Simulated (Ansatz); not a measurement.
**Al2Cu: density, localisation and related maps**

```yaml
crystal:
  lattice:
    - [4.01451, 0.00000, 0.00000]
    - [0.00000, 4.01451, 0.00000]
    - [0.00000, 0.00000, 5.72289]
  atoms:
    - { symbol: Al, position: [0.00000, 0.50000, 0.25000] }
    - { symbol: Al, position: [0.50000, 0.00000, 0.75000] }
    - { symbol: Al, position: [0.50000, 0.00000, 0.25000] }
    - { symbol: Al, position: [0.00000, 0.50000, 0.75000] }
    - { symbol: Cu, position: [0.00000, 0.00000, 0.50000] }
    - { symbol: Cu, position: [0.50000, 0.50000, 0.00000] }
```

Space group I4/mmm; a structure from a database of computed crystals, not necessarily the ambient phase; changed on purpose from its base cell (strained and moved within the space group); computed without spin polarisation.

Theory: DFT PBEsol, scalar-relativistic, plane waves, PAW (Ansatz 0.2.0).

Core electrons are frozen (PAW), and the valence fields are smoothed inside the atomic spheres.

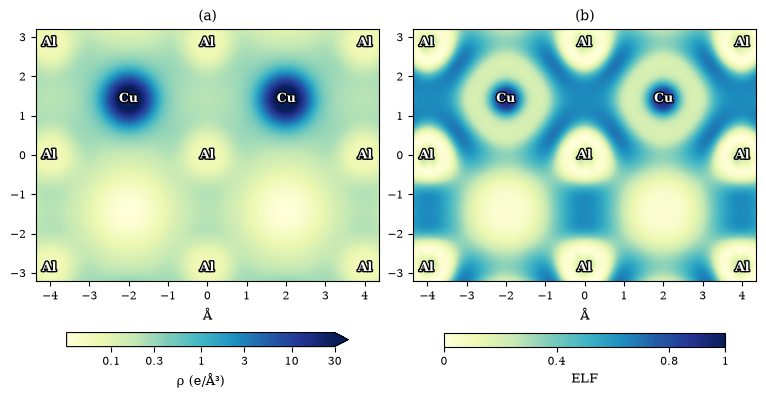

Figure 1. (a) valence electron density; (b) electron localisation function on the (100) plane of the conventional cell.

### What do the fields say about this system?

- The section cuts through Al and Cu sites.
- Al–Cu (2.46 Å): ρ at the midpoint is about 0.33 e/Å³; the ELF peaks at about 0.70 between the atoms.
- Between the atoms the lowest density in this plane is 0.03 e/Å³.
- The features right at Cu lie inside the PAW spheres, where the map follows smoothed inner orbitals and isn't to be read closely.

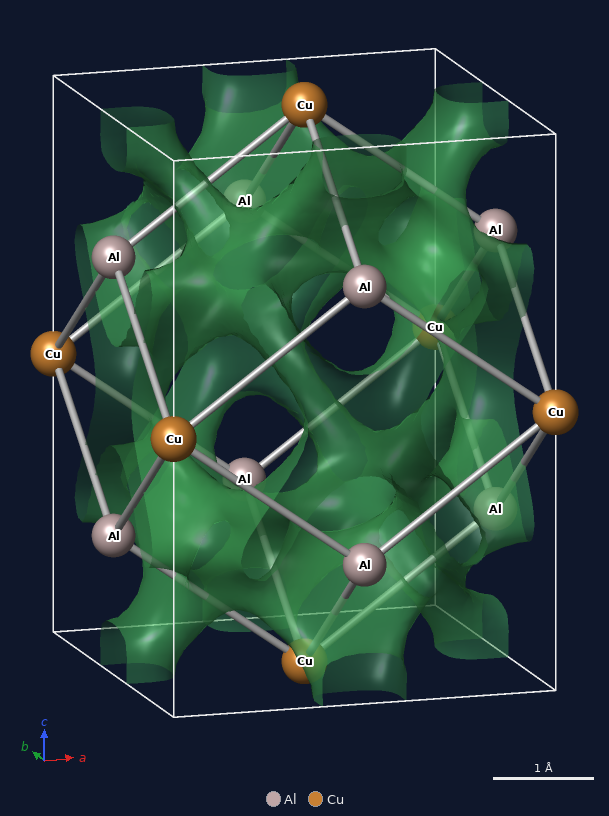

Figure 2. Isosurface of the ELF at 0.55 (green), seen slightly off an axis. Core shells and regions of very low density are left out. Sticks mark near contacts.

### Where are the electrons localised?

The surface consists of one network that runs through the whole crystal, counted in one cell of 6 atoms. Regions shared between cells count once.

### Metal or insulator at this level of theory?

It is metallic or semimetallic at this level of theory: no gap opens.
